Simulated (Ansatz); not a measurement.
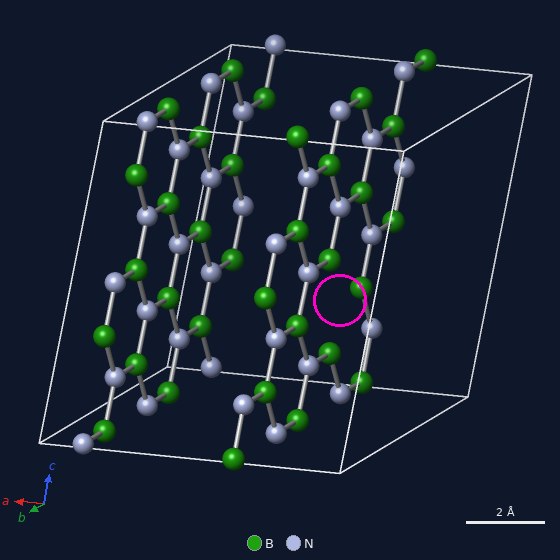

Crystal structure, ball-and-stick style, seen from a general direction. The supercell is outlined; an atom on or near a face, edge or corner is repeated at each equivalent position. The host is BN, in a cell of 48 sites, and the cell carries a charge of +3. A ring marks the defect's site.

### Spot the defect.

A nitrogen vacancy. Around the empty site lie three B at about 1.4 Å.

The atoms were relaxed in the host's cell with DFT PBE, scalar-relativistic, plane waves, PAW in Ansatz 0.2.0.
